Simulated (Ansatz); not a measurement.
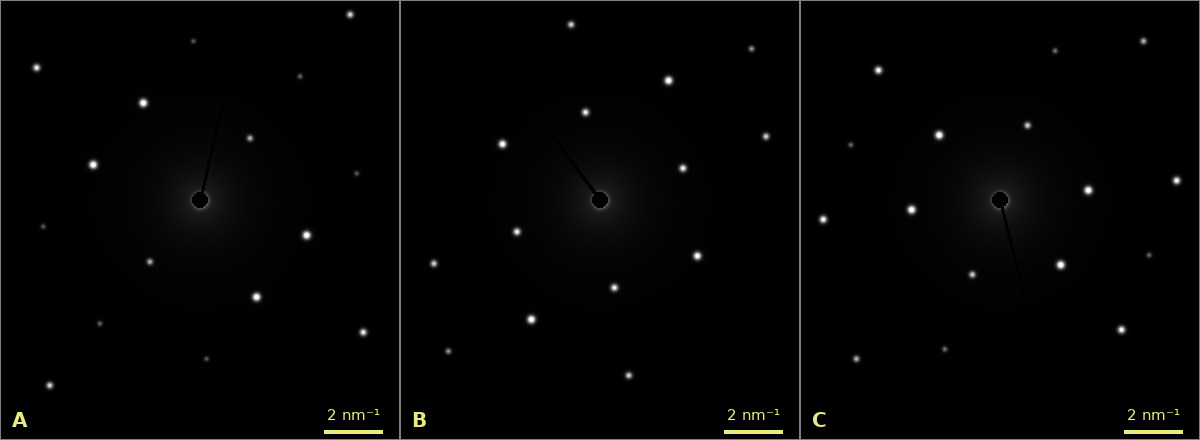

Simulated selected-area electron diffraction patterns (200 kV, kinematic approximation, thin crystal, B = 0.5 Å² for all atoms).

All three come from CaSe, space group P6_3/mmc (No. 194), a = 4.15 Å, c = 7.20 Å (hexagonal axes). Structure: the end point of a relaxation with DFT PBE, scalar-relativistic, plane waves, PAW (Ansatz 0.2.0); the starting structure was generated, so it need not be a known form of this composition.

```
atom  site  symmetry       x       y       z
  Ca    2a      -3m.  0.0000  0.0000  0.0000
  Se    2c      -6m2  0.3333  0.6667  0.2500
```

Assign the zone axes [101], [201], [211] to A, B and C.

A is [201]: centred rectangular net of 0 1 0 at d = 3.59 Å and 1 0 -2 at d = 2.54 Å, at 69.3°. B is [211]: centred rectangular net of 0 1 -1 at d = 3.21 Å and -1 1 1 at d = 3.21 Å, at 78.4°. C is [101]: centred rectangular net of 0 1 0 at d = 3.59 Å and 1 0 -1 at d = 3.21 Å, at 63.4°.
